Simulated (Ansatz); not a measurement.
System: Ca.

Input file:

```
crystal:
  lattice:
    - [-2.1489945116, 2.1489945116, 2.1489945116]
    - [2.1489945116, -2.1489945116, 2.1489945116]
    - [2.1489945116, 2.1489945116, -2.1489945116]
  atoms:
    - { symbol: Ca, position: [0.0, 0.0, 0.0] }
basis:
  ecutwfc: 420
kpoints:
  mp_grid: { grid: [14, 14, 14] }
hamiltonian:
  xc: pbe
scf:
  occupations: { method: gaussian, width: 0.1 }
output:
  forces: true
  stress: true
  eigenvalues: true
  write_density: true
  write_potential: true
  elf: true
  volumetric_format: npy
```

Launched as:

```sh
ansatz run input.yaml --threads 1 --pin off --max-ram 1331MiB --backend cpu --events-out ev --progress --plain --runs-dir out
```

Below, planes, directions and counts refer to the conventional cell (a = 4.30 Å, b = 4.30 Å, c = 4.30 Å, α = 90.00°, β = 90.00°, γ = 90.00°).

Space group Im-3m; changed on purpose from its base cell (Ba replaced by Ca, lengths x 0.891, strained and moved within the space group).

Level of theory: Ansatz, DFT PBE, scalar-relativistic, plane waves, PAW.

> What can the converged valence pseudo-density and electron localisation function tell about the bonding?

Ca–Ca (3.72 Å): ρ at the midpoint is about 0.05 e/Å³; the ELF is about 0.25 at the midpoint; no shared electron pair shows on this line.

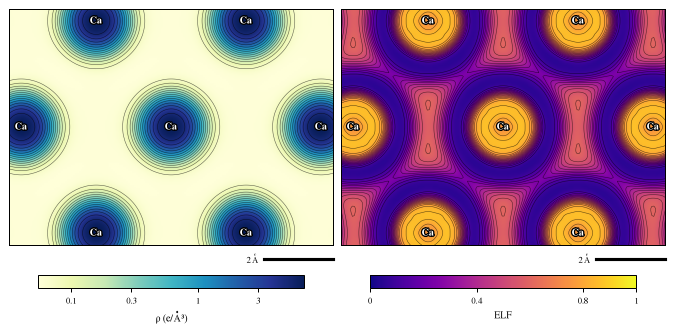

Computed valence pseudo-density and electron localisation function on the (110) plane of the conventional cell, in this order. 

The density is the valence pseudo-density of a PAW calculation; it isn't the true density close to the nuclei.
